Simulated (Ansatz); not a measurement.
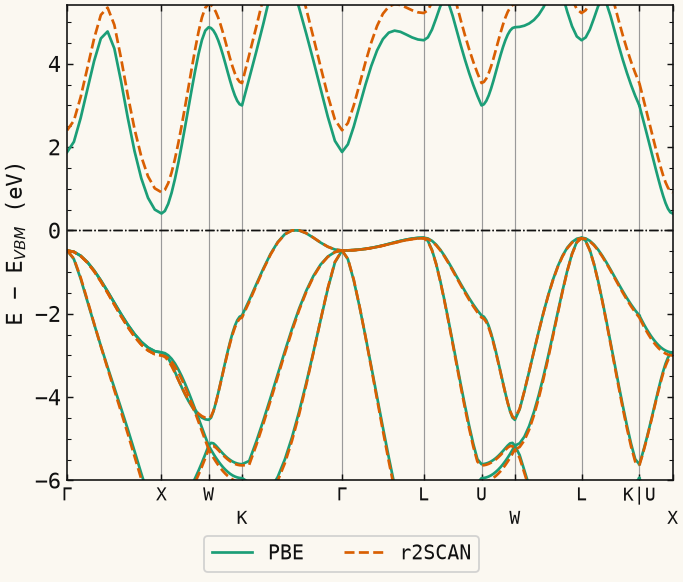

Band structures of rocksalt GaN, space group Fm-3m (No. 225), 2 atoms in the primitive cell (cubic a = 4.270 Å), by two methods on the same cell. Each is counted from its own valence-band top.

> What changes from one method to the other?

PBE gives a gap of 0.41 eV along the path and r2SCAN gives a gap of 0.91 eV along the path. Over the top 3 filled bands the two differ by 0.05 eV on average.

Settings. PBE: Ansatz PAW, no spin polarisation, no spin-orbit coupling, 11×11×11 k mesh, 420 eV cutoff, Fermi-Dirac smearing of 0.05 eV (Ansatz 0.2.0). r2SCAN: Ansatz PAW, no spin polarisation, no spin-orbit coupling, 11×11×11 k mesh, 500 eV cutoff, Fermi-Dirac smearing of 0.05 eV (Ansatz 0.2.0).

The cell is at −0 GPa in PBE and −8 GPa in r2SCAN. LDA, GGA and most meta-GGA functionals understate gaps. The usual form of GaN is wurtzite. r2SCAN: the PAW data sets were made with another functional.
